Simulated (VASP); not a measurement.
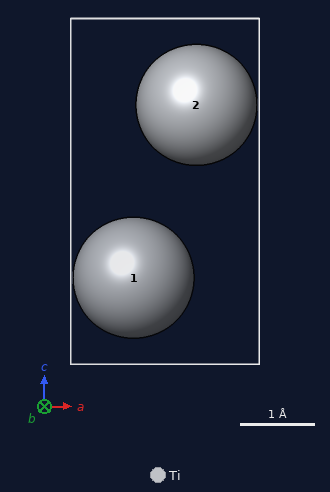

*The input geometry (spheres-only view of the cell of the calculation, along the b axis; atoms are numbered from 1 in the order of the input).*

## Geometry relaxation of Ti (part 1 of 3)

The run: geometry relaxation of Ti (2 atoms in the cell). Method and program: Kohn-Sham DFT of a periodic cell, PBE, VASP PAW PBE potentials, recommended, no spin polarisation (VASP 6.6.1).

The structure derives from an entry of the Crystallography Open Database.

### OSZICAR
```
N       E                     dE             d eps       ncg     rms          rms(c)
DAV:   1     0.262408826224E+03    0.26241E+03   -0.14774E+04 10752   0.204E+03
DAV:   2     0.116850607087E+02   -0.25072E+03   -0.24936E+03 11088   0.521E+02
DAV:   3    -0.165179650831E+02   -0.28203E+02   -0.27963E+02 21256   0.140E+02
DAV:   4    -0.177384121785E+02   -0.12204E+01   -0.12204E+01 11336   0.311E+01
DAV:   5    -0.178086309059E+02   -0.70219E-01   -0.70218E-01 18024   0.499E+00    0.117E+01
RMM:   6    -0.155740341413E+02    0.22346E+01   -0.66018E+00 11851   0.287E+01    0.317E+00
RMM:   7    -0.156462708886E+02   -0.72237E-01   -0.28874E+00 12777   0.113E+01    0.240E+00
RMM:   8    -0.156610277402E+02   -0.14757E-01   -0.48869E-01 12593   0.853E+00    0.118E+00
RMM:   9    -0.156700943166E+02   -0.90666E-02   -0.21205E-01 13983   0.377E+00    0.199E-01
RMM:  10    -0.156735578905E+02   -0.34636E-02   -0.46077E-02 16784   0.168E+00    0.131E-01
RMM:  11    -0.156754227864E+02   -0.18649E-02   -0.22113E-02 16355   0.706E-01    0.164E-01
RMM:  12    -0.156756170103E+02   -0.19422E-03   -0.65348E-03 14352   0.669E-01    0.142E-02
RMM:  13    -0.156761548744E+02   -0.53786E-03   -0.58047E-03 17081   0.344E-01    0.272E-02
RMM:  14    -0.156764112909E+02   -0.25642E-03   -0.28883E-03 15537   0.249E-01    0.129E-02
RMM:  15    -0.156765469203E+02   -0.13563E-03   -0.16264E-03 15488   0.223E-01    0.240E-02
RMM:  16    -0.156766681004E+02   -0.12118E-03   -0.14423E-03 15098   0.178E-01    0.838E-03
RMM:  17    -0.156767394339E+02   -0.71334E-04   -0.82652E-04 16337   0.135E-01    0.659E-03
RMM:  18    -0.156767964010E+02   -0.56967E-04   -0.65190E-04 15533   0.109E-01    0.502E-03
RMM:  19    -0.156768416588E+02   -0.45258E-04   -0.50657E-04 14693   0.910E-02    0.553E-03
RMM:  20    -0.156768673861E+02   -0.25727E-04   -0.30893E-04 13815   0.777E-02    0.777E-03
RMM:  21    -0.156768963373E+02   -0.28951E-04   -0.32330E-04 13489   0.667E-02    0.119E-02
RMM:  22    -0.156769105291E+02   -0.14192E-04   -0.17441E-04 13146   0.594E-02    0.121E-02
RMM:  23    -0.156769275322E+02   -0.17003E-04   -0.19417E-04 12998   0.526E-02    0.133E-02
RMM:  24    -0.156769380030E+02   -0.10471E-04   -0.11922E-04 12784   0.461E-02    0.163E-02
RMM:  25    -0.156769473030E+02   -0.92999E-05   -0.10787E-04 11642   0.406E-02    0.184E-02
RMM:  26    -0.156769543103E+02   -0.70073E-05   -0.82237E-05 12431   0.357E-02    0.190E-02
RMM:  27    -0.156769595452E+02   -0.52349E-05   -0.61615E-05 10930   0.316E-02    0.203E-02
RMM:  28    -0.156769641191E+02   -0.45738E-05   -0.53425E-05 10899   0.281E-02    0.212E-02
RMM:  29    -0.156769673985E+02   -0.32794E-05   -0.39326E-05 12215   0.257E-02    0.214E-02
RMM:  30    -0.156769701078E+02   -0.27094E-05   -0.32869E-05 11790   0.231E-02    0.215E-02
RMM:  31    -0.156769724719E+02   -0.23641E-05   -0.26902E-05 10576   0.202E-02    0.225E-02
RMM:  32    -0.156769741401E+02   -0.16682E-05   -0.19981E-05 10081   0.182E-02    0.230E-02
RMM:  33    -0.156769756952E+02   -0.15551E-05   -0.18193E-05 10287   0.164E-02    0.236E-02
RMM:  34    -0.156769766478E+02   -0.95255E-06   -0.12735E-05 10861   0.153E-02    0.233E-02
RMM:  35    -0.156769777947E+02   -0.11469E-05   -0.11823E-05 10456   0.135E-02    0.245E-02
RMM:  36    -0.156769785201E+02   -0.72543E-06   -0.87067E-06  9907   0.121E-02    0.249E-02
RMM:  37    -0.156769790870E+02   -0.56683E-06   -0.74247E-06  9805   0.111E-02    0.249E-02
RMM:  38    -0.156769795960E+02   -0.50903E-06   -0.60364E-06  9208   0.999E-03    0.251E-02
RMM:  39    -0.156769800482E+02   -0.45221E-06   -0.47881E-06  9494   0.928E-03    0.259E-02
RMM:  40    -0.156769803359E+02   -0.28769E-06   -0.41443E-06  9406   0.851E-03    0.258E-02
RMM:  41    -0.156769805202E+02   -0.18428E-06   -0.32274E-06 10741   0.845E-03    0.252E-02
RMM:  42    -0.156769804638E+02    0.56431E-07   -0.28682E-06 11257   0.943E-03    0.231E-02
RMM:  43    -0.156769804477E+02    0.16079E-07   -0.23405E-06 10603   0.864E-03    0.216E-02
RMM:  44    -0.156769802886E+02    0.15913E-06   -0.20286E-06 11818   0.976E-03    0.192E-02
RMM:  45    -0.156769802791E+02    0.94597E-08   -0.16142E-06  9921   0.780E-03    0.182E-02
RMM:  46    -0.156769803259E+02   -0.46774E-07   -0.12986E-06 10027   0.682E-03    0.172E-02
RMM:  47    -0.156769801232E+02    0.20263E-06   -0.13597E-06 10952   0.751E-03    0.152E-02
RMM:  48    -0.156769801522E+02   -0.28952E-07   -0.88561E-07  8442   0.549E-03
   1 F= -.15676980E+02 E0= -.15668200E+02  d E =-.156770E+02
       N       E                     dE             d eps       ncg     rms          rms(c)
DAV:   1    -0.159559270539E+02   -0.27895E+00   -0.69344E+00 14304   0.363E+01    0.443E+00
RMM:   2    -0.156554673923E+02    0.30046E+00   -0.10777E+00 11975   0.126E+01    0.140E+00
RMM:   3    -0.156649093947E+02   -0.94420E-02   -0.49920E-01 12950   0.555E+00    0.654E-01
RMM:   4    -0.156677462133E+02   -0.28368E-02   -0.75314E-02 12876   0.314E+00    0.144E-01
RMM:   5    -0.156730468110E+02   -0.53006E-02   -0.45687E-02 15254   0.147E+00    0.168E-01
RMM:   6    -0.156745687841E+02   -0.15220E-02   -0.14129E-02 15034   0.877E-01    0.740E-02
RMM:   7    -0.156760662365E+02   -0.14975E-02   -0.11991E-02 16394   0.572E-01    0.441E-02
RMM:   8    -0.156768776346E+02   -0.81140E-03   -0.80920E-03 15045   0.418E-01    0.260E-02
RMM:   9    -0.156771655977E+02   -0.28796E-03   -0.35962E-03 17753   0.273E-01    0.193E-02
RMM:  10    -0.156775125193E+02   -0.34692E-03   -0.39011E-03 15535   0.226E-01    0.762E-02
RMM:  11    -0.156776330441E+02   -0.12052E-03   -0.16302E-03 15932   0.177E-01    0.890E-02
RMM:  12    -0.156777795938E+02   -0.14655E-03   -0.17114E-03 14990   0.197E-01    0.403E-02
RMM:  13    -0.156778943777E+02   -0.11478E-03   -0.12676E-03 16332   0.127E-01    0.423E-02
RMM:  14    -0.156779493174E+02   -0.54940E-04   -0.70420E-04 16631   0.112E-01    0.381E-02
RMM:  15    -0.156780155174E+02   -0.66200E-04   -0.77232E-04 15717   0.953E-02    0.311E-02
RMM:  16    -0.156780441903E+02   -0.28673E-04   -0.44812E-04 17070   0.130E-01    0.287E-02
RMM:  17    -0.156780827211E+02   -0.38531E-04   -0.43205E-04 15967   0.930E-02    0.133E-02
RMM:  18    -0.156781066527E+02   -0.23932E-04   -0.29018E-04 14378   0.648E-02    0.498E-03
RMM:  19    -0.156781261256E+02   -0.19473E-04   -0.23187E-04 14324   0.531E-02    0.572E-03
RMM:  20    -0.156781431775E+02   -0.17052E-04   -0.19735E-04 13367   0.449E-02    0.761E-03
RMM:  21    -0.156781537901E+02   -0.10613E-04   -0.13651E-04 13557   0.443E-02    0.254E-03
RMM:  22    -0.156781644555E+02   -0.10665E-04   -0.12486E-04 12343   0.353E-02    0.314E-03
RMM:  23    -0.156781718812E+02   -0.74257E-05   -0.91472E-05 13074   0.327E-02    0.197E-03
RMM:  24    -0.156781781923E+02   -0.63112E-05   -0.76856E-05 11960   0.291E-02    0.159E-03
RMM:  25    -0.156781834914E+02   -0.52990E-05   -0.64298E-05 12033   0.260E-02    0.147E-03
RMM:  26    -0.156781873405E+02   -0.38491E-05   -0.48674E-05 11638   0.238E-02    0.532E-04
RMM:  27    -0.156781908889E+02   -0.35484E-05   -0.43990E-05 11670   0.216E-02    0.415E-04
RMM:  28    -0.156781936631E+02   -0.27742E-05   -0.33652E-05  9983   0.184E-02    0.119E-03
RMM:  29    -0.156781959270E+02   -0.22640E-05   -0.29231E-05 11152   0.174E-02    0.503E-04
RMM:  30    -0.156781979069E+02   -0.19799E-05   -0.24455E-05 10685   0.150E-02    0.803E-04
RMM:  31    -0.156781994279E+02   -0.15209E-05   -0.19568E-05  9522   0.136E-02    0.107E-03
RMM:  32    -0.156782008351E+02   -0.14072E-05   -0.17766E-05 10382   0.125E-02    0.126E-03
RMM:  33    -0.156782019147E+02   -0.10797E-05   -0.13929E-05  8914   0.112E-02    0.180E-03
RMM:  34    -0.156782028927E+02   -0.97795E-06   -0.12629E-05  9022   0.104E-02    0.213E-03
RMM:  35    -0.156782036985E+02   -0.80581E-06   -0.10534E-05  8027   0.949E-03    0.251E-03
RMM:  36    -0.156782043785E+02   -0.67995E-06   -0.90280E-06  7904   0.882E-03    0.285E-03
RMM:  37    -0.156782049770E+02   -0.59852E-06   -0.80391E-06  8119   0.821E-03    0.312E-03
RMM:  38    -0.156782054817E+02   -0.50471E-06   -0.68600E-06  7394   0.762E-03    0.339E-03
RMM:  39    -0.156782059221E+02   -0.44039E-06   -0.61247E-06  7927   0.719E-03    0.356E-03
RMM:  40    -0.156782063216E+02   -0.39955E-06   -0.54975E-06  7095   0.670E-03    0.376E-03
RMM:  41    -0.156782066339E+02   -0.31223E-06   -0.47043E-06  8640   0.649E-03    0.366E-03
RMM:  42    -0.156782069527E+02   -0.31886E-06   -0.44293E-06  7335   0.589E-03    0.381E-03
RMM:  43    -0.156782072101E+02   -0.25740E-06   -0.37374E-06  6474   0.550E-03    0.395E-03
RMM:  44    -0.156782074453E+02   -0.23515E-06   -0.35786E-06  7457   0.545E-03    0.381E-03
RMM:  45    -0.156782076665E+02   -0.22118E-06   -0.30988E-06  6183   0.494E-03    0.397E-03
RMM:  46    -0.156782078594E+02   -0.19297E-06   -0.29000E-06  6368   0.478E-03    0.398E-03
RMM:  47    -0.156782080259E+02   -0.16646E-06   -0.25965E-06  6773   0.462E-03    0.398E-03
RMM:  48    -0.156782081783E+02   -0.15236E-06   -0.23774E-06  6411   0.442E-03    0.395E-03
RMM:  49    -0.156782082940E+02   -0.11570E-06   -0.21699E-06  7099   0.457E-03    0.361E-03
RMM:  50    -0.156782084113E+02   -0.11734E-06   -0.20057E-06  7794   0.441E-03    0.329E-03
RMM:  51    -0.156782085188E+02   -0.10749E-06   -0.17965E-06  6758   0.416E-03    0.311E-03
RMM:  52    -0.156782086139E+02   -0.95072E-07   -0.17120E-06  7061   0.417E-03    0.281E-03
RMM:  53    -0.156782087042E+02   -0.90293E-07   -0.15129E-06  6986   0.396E-03    0.266E-03
RMM:  54    -0.156782087932E+02   -0.89038E-07   -0.14535E-06  6332   0.377E-03    0.255E-03
RMM:  55    -0.156782088678E+02   -0.74586E-07   -0.12879E-06  6273   0.363E-03    0.244E-03
RMM:  56    -0.156782089355E+02   -0.67697E-07   -0.12405E-06  6287   0.356E-03    0.233E-03
RMM:  57    -0.156782090572E+02   -0.12174E-06   -0.11254E-06  5940   0.352E-03    0.310E-03
RMM:  58    -0.156782090953E+02   -0.38047E-07   -0.10527E-06  5872   0.323E-03    0.290E-03
RMM:  59    -0.156782091542E+02   -0.58952E-07   -0.97926E-07  5166   0.310E-03
   2 F= -.15678209E+02 E0= -.15669673E+02  d E =-.122900E-02
       N       E                     dE             d eps       ncg     rms          rms(c)
DAV:   1    -0.157383917609E+02   -0.60183E-01   -0.14125E+00 14952   0.166E+01    0.205E+00
RMM:   2    -0.156750847086E+02    0.63307E-01   -0.23377E-01 11834   0.585E+00    0.647E-01
RMM:   3    -0.156769727282E+02   -0.18880E-02   -0.10586E-01 13065   0.258E+00    0.293E-01
RMM:   4    -0.156774745374E+02   -0.50181E-03   -0.17288E-02 13008   0.147E+00    0.769E-02
RMM:   5    -0.156787648789E+02   -0.12903E-02   -0.11986E-02 14629   0.774E-01    0.110E-01
RMM:   6    -0.156790982697E+02   -0.33339E-03   -0.39581E-03 15548   0.446E-01    0.851E-02
RMM:   7    -0.156793424706E+02   -0.24420E-03   -0.30383E-03 17298   0.269E-01    0.140E-01
RMM:   8    -0.156796561466E+02   -0.31368E-03   -0.19661E-03 14905   0.237E-01    0.842E-02
RMM:   9    -0.156798011632E+02   -0.14502E-03   -0.13298E-03 15063   0.184E-01    0.648E-02
RMM:  10    -0.156799147038E+02   -0.11354E-03   -0.12137E-03 16082   0.123E-01    0.728E-02
RMM:  11    -0.156799608257E+02   -0.46122E-04   -0.55069E-04 16805   0.100E-01    0.682E-02
RMM:  12    -0.156800187635E+02   -0.57938E-04   -0.65967E-04 14773   0.768E-02    0.735E-02
RMM:  13    -0.156800527228E+02   -0.33959E-04   -0.38427E-04 14056   0.633E-02    0.794E-02
RMM:  14    -0.156800755445E+02   -0.22822E-04   -0.36173E-04 16491   0.118E-01    0.240E-02
RMM:  15    -0.156800969895E+02   -0.21445E-04   -0.29279E-04 15686   0.978E-02    0.287E-02
RMM:  16    -0.156801089782E+02   -0.11989E-04   -0.16902E-04 16060   0.651E-02    0.408E-02
RMM:  17    -0.156801237540E+02   -0.14776E-04   -0.16355E-04 14035   0.420E-02    0.288E-02
RMM:  18    -0.156801330738E+02   -0.93198E-05   -0.11063E-04 13462   0.336E-02    0.228E-02
RMM:  19    -0.156801405280E+02   -0.74542E-05   -0.98208E-05 13243   0.348E-02    0.121E-02
RMM:  20    -0.156801471598E+02   -0.66318E-05   -0.79530E-05 12212   0.279E-02    0.601E-03
RMM:  21    -0.156801517186E+02   -0.45588E-05   -0.56207E-05 11044   0.230E-02    0.398E-03
RMM:  22    -0.156801561518E+02   -0.44332E-05   -0.52271E-05 10434   0.194E-02    0.219E-03
RMM:  23    -0.156801591318E+02   -0.29801E-05   -0.36427E-05 10322   0.168E-02    0.214E-03
RMM:  24    -0.156801618695E+02   -0.27377E-05   -0.32958E-05  8737   0.150E-02    0.121E-03
RMM:  25    -0.156801640268E+02   -0.21574E-05   -0.25702E-05  9092   0.139E-02    0.121E-03
RMM:  26    -0.156801656869E+02   -0.16600E-05   -0.20581E-05  9155   0.125E-02    0.628E-04
RMM:  27    -0.156801671454E+02   -0.14585E-05   -0.18127E-05  8760   0.110E-02    0.464E-04
RMM:  28    -0.156801682254E+02   -0.10800E-05   -0.13543E-05  8052   0.100E-02    0.744E-04
RMM:  29    -0.156801692214E+02   -0.99608E-06   -0.12211E-05  8801   0.929E-03    0.102E-03
RMM:  30    -0.156801699660E+02   -0.74453E-06   -0.96121E-06  7505   0.834E-03    0.157E-03
RMM:  31    -0.156801706031E+02   -0.63714E-06   -0.81500E-06  6959   0.765E-03    0.193E-03
RMM:  32    -0.156801711573E+02   -0.55423E-06   -0.70502E-06  6929   0.711E-03    0.227E-03
RMM:  33    -0.156801715751E+02   -0.41778E-06   -0.55671E-06  6462   0.655E-03    0.261E-03
RMM:  34    -0.156801719699E+02   -0.39473E-06   -0.51114E-06  6233   0.607E-03    0.294E-03
RMM:  35    -0.156801722676E+02   -0.29772E-06   -0.40131E-06  6138   0.564E-03    0.321E-03
RMM:  36    -0.156801725386E+02   -0.27106E-06   -0.36091E-06  5889   0.529E-03    0.347E-03
RMM:  37    -0.156801727645E+02   -0.22588E-06   -0.30549E-06  5842   0.494E-03    0.368E-03
RMM:  38    -0.156801729515E+02   -0.18698E-06   -0.25640E-06  5655   0.466E-03    0.386E-03
RMM:  39    -0.156801731187E+02   -0.16721E-06   -0.23295E-06  5581   0.438E-03    0.407E-03
RMM:  40    -0.156801732558E+02   -0.13706E-06   -0.19026E-06  5533   0.417E-03    0.416E-03
RMM:  41    -0.156801733753E+02   -0.11955E-06   -0.17246E-06  5333   0.393E-03    0.432E-03
RMM:  42    -0.156801734783E+02   -0.10303E-06   -0.14902E-06  5180   0.378E-03    0.445E-03
RMM:  43    -0.156801735694E+02   -0.91003E-07   -0.13122E-06  5488   0.364E-03    0.450E-03
RMM:  44    -0.156801736510E+02   -0.81689E-07   -0.11921E-06  5026   0.345E-03    0.465E-03
RMM:  45    -0.156801737184E+02   -0.67385E-07   -0.10173E-06  5195   0.334E-03    0.468E-03
RMM:  46    -0.156801737794E+02   -0.60967E-07   -0.92664E-07  4948   0.322E-03
   3 F= -.15680174E+02 E0= -.15671527E+02  d E =-.319363E-02
       N       E                     dE             d eps       ncg     rms          rms(c)
DAV:   1    -0.156802006417E+02   -0.26923E-04   -0.86315E-04 13976   0.410E-01    0.458E-02
RMM:   2    -0.156801666896E+02    0.33952E-04   -0.13822E-04 11709   0.142E-01    0.128E-02
RMM:   3    -0.156801695250E+02   -0.28354E-05   -0.59994E-05 13053   0.602E-02    0.718E-03
RMM:   4    -0.156801698932E+02   -0.36819E-06   -0.96334E-06 13038   0.340E-02    0.139E-03
RMM:   5    -0.156801707123E+02   -0.81909E-06   -0.65841E-06 14284   0.184E-02    0.273E-03
RMM:   6    -0.156801708276E+02   -0.11534E-06   -0.26069E-06 11517   0.108E-02    0.211E-03
RMM:   7    -0.156801707112E+02    0.11637E-06   -0.15707E-06  9466   0.736E-03    0.484E-03
RMM:   8    -0.156801711009E+02   -0.38967E-06   -0.15027E-06 10107   0.820E-03    0.117E-03
RMM:   9    -0.156801710853E+02    0.15601E-07   -0.66778E-07  8241   0.520E-03
   4 F= -.15680171E+02 E0= -.15671522E+02  d E =-.319093E-02
       N       E                     dE             d eps       ncg     rms          rms(c)
DAV:   1    -0.156802551665E+02   -0.84066E-04   -0.44446E-03 12344   0.965E-01    0.631E-02
RMM:   2    -0.156802041708E+02    0.50996E-04   -0.18946E-04 12150   0.160E-01    0.316E-02
RMM:   3    -0.156801853058E+02    0.18865E-04   -0.39954E-05 13452   0.712E-02    0.269E-03
RMM:   4    -0.156801864523E+02   -0.11465E-05   -0.13465E-05 15668   0.303E-02    0.177E-03
RMM:   5    -0.156801870262E+02   -0.57395E-06   -0.53902E-06 14739   0.163E-02    0.718E-04
RMM:   6    -0.156801872910E+02   -0.26471E-06   -0.24566E-06 13073   0.104E-02    0.274E-04
RMM:   7    -0.156801874276E+02   -0.13666E-06   -0.14986E-06 11752   0.725E-03    0.205E-04
RMM:   8    -0.156801874983E+02   -0.70710E-07   -0.96522E-07 11079   0.569E-03
   5 F= -.15680187E+02 E0= -.15671539E+02  d E =-.164130E-04
       N       E                     dE             d eps       ncg     rms          rms(c)
DAV:   1    -0.156802662023E+02   -0.78775E-04   -0.49245E-03 11584   0.102E+00    0.661E-02
RMM:   2    -0.156802114264E+02    0.54776E-04   -0.21754E-04 12221   0.170E-01    0.333E-02
RMM:   3    -0.156801904212E+02    0.21005E-04   -0.43609E-05 13590   0.758E-02    0.278E-03
RMM:   4    -0.156801916875E+02   -0.12663E-05   -0.14701E-05 15691   0.324E-02    0.188E-03
RMM:   5    -0.156801923947E+02   -0.70719E-06   -0.67087E-06 15042   0.180E-02    0.712E-04
RMM:   6    -0.156801927082E+02   -0.31350E-06   -0.30476E-06 13366   0.116E-02    0.334E-04
RMM:   7    -0.156801928940E+02   -0.18573E-06   -0.19612E-06 11965   0.815E-03    0.233E-04
RMM:   8    -0.156801929934E+02   -0.99477E-07   -0.12394E-06 11376   0.643E-03    0.168E-04
RMM:   9    -0.156801930634E+02   -0.69966E-07   -0.96537E-07 10882   0.536E-03
   6 F= -.15680193E+02 E0= -.15671546E+02  d E =-.219781E-04
```
